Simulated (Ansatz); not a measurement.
## Energy of ZnSe along an even scaling of the cell

System: ZnSe (F-43m, 2 atoms in the cell).
Method: DFT PBEsol, scalar-relativistic, plane waves, PAW, no spin polarisation (Ansatz 0.2.0).

The 5 runs differ only in the geometry, by an even scaling of the cell at fixed fractional positions. The structure derives from a Materials Project entry.

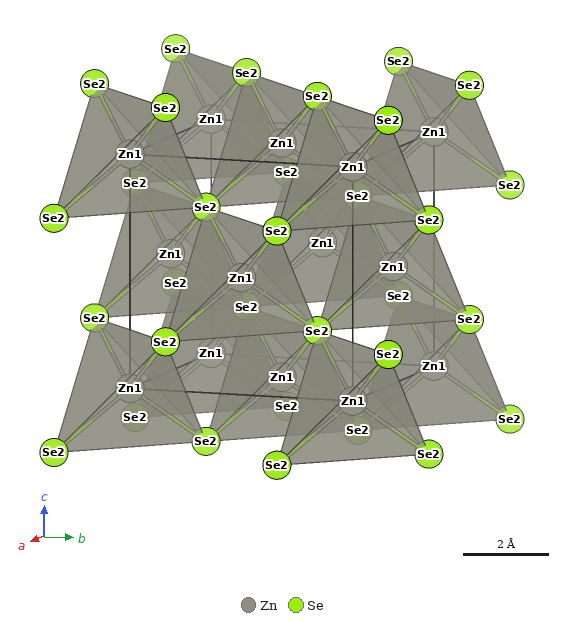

Figure 1. The structure of run 3 (polyhedral view of the cell 4 times as large as that of the calculation, set on its symmetry axes, seen slightly off an axis; polyhedra are completed across the faces of the cell; atoms are numbered from 1 in the order of the input).

**Input of run 3**
```yaml
crystal:
  lattice:
    - [0.0, 2.8028350953, 2.8028350953]
    - [2.8028350953, 0.0, 2.8028350953]
    - [2.8028350953, 2.8028350953, 0.0]
  atoms:
    - { symbol: Zn, position: [0.0, 0.0, 0.0] }
    - { symbol: Se, position: [0.75, 0.75, 0.75] }
basis:
  ecutwfc: 420
kpoints:
  mp_grid: { grid: [8, 8, 8] }
  band_path: { path: [VBM, CBM], npoints: 2 }
hamiltonian:
  xc: pbesol
scf:
  occupations: { method: gaussian, width: 0.02 }
output:
  forces: true
  stress: true
  eigenvalues: true
checkpoint:
  read: start.run
  write: ck
  compress: false
  write_wavefunctions: false
  write_every: 100000
```

Command:
```bash
ansatz run input.yaml --threads 1 --pin off --max-ram 2560MiB --backend cpu --events-out ev --progress --plain --runs-dir out
```

Lattice vectors (Å) and fractional positions of run 3:
```
   0.000000    2.802835    2.802835
   2.802835    0.000000    2.802835
   2.802835    2.802835    0.000000
Zn  0.000000  0.000000  0.000000
Se  0.750000  0.750000  0.750000
```

Run 2 differs from it as follows:
```diff
-    - [0.0, 2.8028350953, 2.8028350953]
-    - [2.8028350953, 0.0, 2.8028350953]
-    - [2.8028350953, 2.8028350953, 0.0]
+    - [0.0, 2.7659721671, 2.7659721671]
+    - [2.7659721671, 0.0, 2.7659721671]
+    - [2.7659721671, 2.7659721671, 0.0]
```

**Results, with one run withheld**

| run | volume per atom (Å³) | free energy per atom, from the lowest run given (meV) | pressure (GPa) | gap on the mesh (eV) |
| --- | --- | --- | --- | --- |
| 1 | 19.520 | 93.37 | 11.99 | 1.80 |
| 2 | 21.161 | ? | ? | ? |
| 3 | 22.019 | 1.01 | 1.00 | 1.30 |
| 4 | 22.345 | 0.00 | 0.01 | 1.24 |
| 5 | 22.706 | 1.12 | −1.00 | 1.18 |

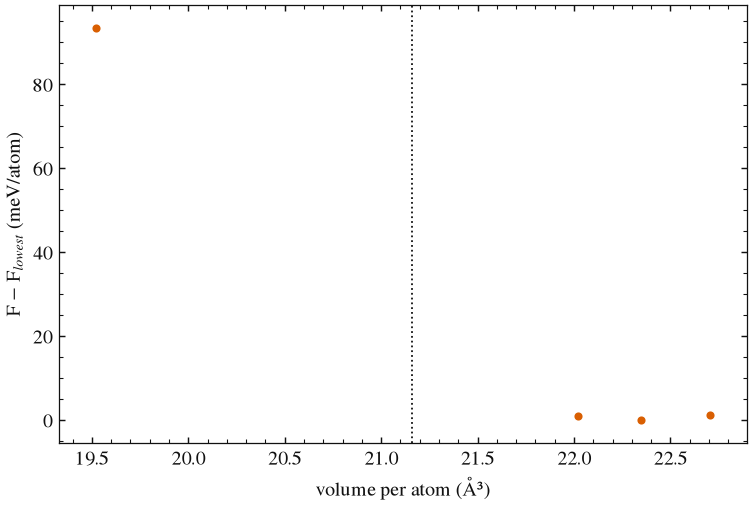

Figure 2. Free energy per atom of the runs given; the dotted line marks run 2.

What should run 2 give?

A quadratic polynomial in V^(−2/3) (the Birch–Murnaghan form), fitted to the 4 runs given, misses them by at most 0.02 meV per atom. With x = V^(−2/3) − 0.12900 Å⁻², it reads F = 5.7794 + 3910.9 x + 6.591e+05 x² (meV per atom). At run 2 it gives 14.40 meV per atom, and the run itself gives 14.16. The slope of the fit gives a pressure −dF/dV of 4.07 GPa there, and the run prints 4.03 GPa. The fit has its minimum at 22.350 Å³ per atom, where V d²F/dV² gives 66.7 GPa: the bulk modulus at this level, since symmetry fixes the shape and the positions. The gap on the mesh goes, without turning, from 1.80 eV in run 1 to 1.18 eV in run 5; run 2 has 1.46 eV. These are gaps of this functional on this mesh, which can miss the band edges; they aren't the measured gap.

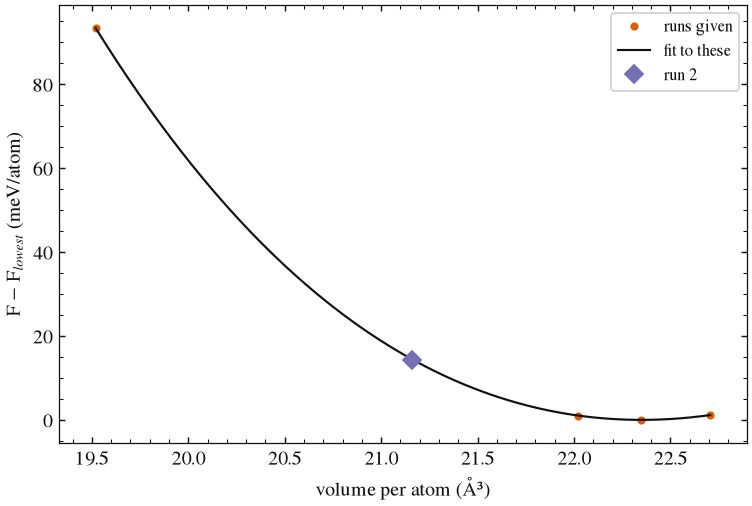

Figure 3. The fit and the withheld run.

**Output, shortened to warnings, some set-up lines, iterations and results (run 2)**
```
Basis set: ecut = 420 eV, 869 PW (Γ), exchange–correlation on 54×54×54 points (8 copies of the dense FFT grid, shifted against one another)
Symmetry: 24 space group operations
k-points: 29 of 512 (time reversal used)
Initial density: read from a saved state, or passed on in memory by an earlier SCF of this step, an earlier step, the calling program or the single point that the run made first
[...]
SCF iter   1: F=—  HF=-8706.426160 eV  |F-HF|=—  |Δ(HF+E_count)|=         —  Δρ=4.23e-7  dr2=1.17e-10  ethr=7.72e-8  ⟨swp⟩=3.0  Hψ=4063  notcnv=0
SCF iter   2: F=-8706.426160 eV  HF=-8706.426160 eV  |F-HF|=3.58e-10  |Δ(HF+E_count)|=   1.04e-8  Δρ=4.77e-7  dr2=1.47e-10  ethr=1.00e-12  ⟨swp⟩=6.3  Hψ=2392  notcnv=0
SCF 1 converged in 2 iterations: F = -8706.426160 eV  dr2 = 1.47e-10
NSCF: frozen V_eff on 16 k-points
NSCF: frozen V_eff on 16 k-points
NSCF: frozen V_eff on 12 k-points
NSCF: frozen V_eff on 2 k-points
NSCF: frozen V_eff on 2 k-points
NSCF: frozen V_eff on 2 k-points
NSCF: frozen V_eff on 2 k-points
NSCF: frozen V_eff on 2 k-points
NSCF: frozen V_eff on 2 k-points
NSCF: frozen V_eff on 3 k-points
SCF converged after 2 iterations
Free energy (F): -8706.426160 eV
Harris-Foulkes:  -8706.426160 eV  (|F-HF|=3.58e-10)
Internal energy: -8706.426160 eV  (E = F + TS)
E sigma→0 (E₀):  -8706.426160 eV
Fermi energy:    8.414708 eV
--- Per-component energies (eV) ---
  E_band       = -363.340854
  E_kinetic    = 251.848085
  E_local      = -4284.412362  (includes V_loc(G=0)·N_el)
  E_nonlocal   = 22.025317
  E_hartree    = 1988.003275
  E_xc         = -240.063065
  E_vxc        = -151.998648  (∫ρ·V_xc dr)
  E_paw        = -3657.965840  (= ΣΔE_a)
  E_vpaw       = -176.808977  (= ΣTr[D̂ρ^β])
  E_aug_tail   = -0.000916  (compensation charges beyond the density's cutoff)
  E_ewald      = -2787.666458
  E_core_change = 1.805805  (= ΣΔE_core)
  E_smearing   = -0.000000  (= −TS)
  E_closure    = 0.000000  (closes the sum)
  Σ components = -8706.426160   (vs F -8706.426160, Δ=0.00e0)
--- Forces (eV/Å), atoms counted from 1 ---
  atom   1  Zn    -0.00000000     0.00000000    -0.00000000
  atom   2  Se     0.00000000    -0.00000000    -0.00000000
  max |Σ_I F_I| component: 1.99e-16 eV/Å
--- Stress (GPa, compression-positive) ---
        4.025601      -0.000000      -0.000000
        0.000000       4.025601       0.000000
       -0.000000       0.000000       4.025601
  P = ⅓ Tr σ = 4.0256 GPa (40.256 kbar)
```
